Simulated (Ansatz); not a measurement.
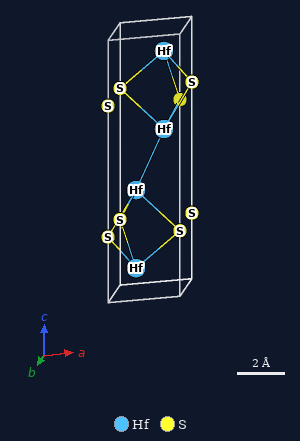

Phonons of crystalline Hf₂S, at the zone centre. Style: ball-and-stick. Shown: the cell of the calculation, from a free direction.

Method: DFT LDA, scalar-relativistic, plane waves, PAW (Ansatz 0.2.0).

Input
```yaml
crystal:
  lattice:
    - [3.312826188, 0.0, 0.0]
    - [-1.656413094, 2.8689916372, 0.0]
    - [0.0, 0.0, 11.6063249001]
  atoms:
    - { symbol: Hf, position: [0.6666666667, 0.3333333333, 0.8988305117] }
    - { symbol: Hf, position: [0.3333333333, 0.6666666667, 0.3988305117] }
    - { symbol: Hf, position: [0.6666666667, 0.3333333333, 0.6011694883] }
    - { symbol: Hf, position: [0.3333333333, 0.6666666667, 0.1011694883] }
    - { symbol: S, position: [0.0, 0.0, 0.75] }
    - { symbol: S, position: [0.0, 0.0, 0.25] }
basis:
  ecutwfc: 420
kpoints:
  mp_grid: { grid: [12, 12, 4] }
hamiltonian:
  xc: lda
scf:
  occupations: { method: fermi_dirac, width: 0.15 }
output:
  eigenvalues: true
phonons:
  method: dfpt
  eigenvectors: true
```

Run as
```bash
ansatz run input.yaml --threads 2 --pin off --max-ram 6144MiB --backend cpu --events-out ev --progress --plain --runs-dir out
```

The frequencies depend somewhat on the k-mesh and the smearing.

Q: Give the spectrum at this point.

A: The calculation's cell holds 6 atoms, so there are 15 optical modes, in 10 levels. The optical modes span 2E₂g + E₂u + E₁g + B₂u + 2B₁g + A₁g + E₁u + A₂u. No level is unstable.

| level | symmetry | frequency (cm⁻¹) | activity |
| --- | --- | --- | --- |
| 1 | E₂g | 73 | Raman-active |
| 2 | E₂u | 84 | silent |
| 3 | E₁g | 112 | Raman-active |
| 4 | B₂u | 118 | silent |
| 5 | B₁g | 134 | silent |
| 6 | A₁g | 153 | Raman-active |
| 7 | E₂g | 271 | Raman-active |
| 8 | E₁u | 278 | infrared-active |
| 9 | B₁g | 330 | silent |
| 10 | A₂u | 330 | infrared-active |

The crystal is a metal, so free carriers screen the infrared response.

The displacement patterns (one member of each degenerate set), 6 of the levels:

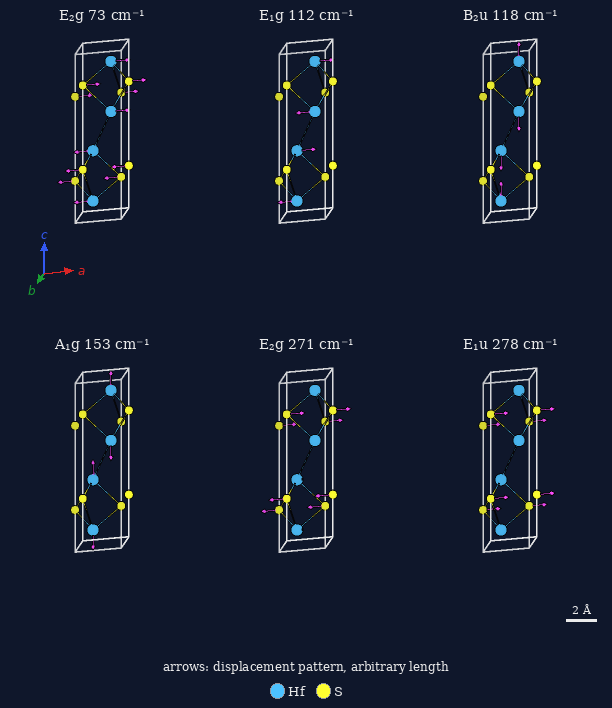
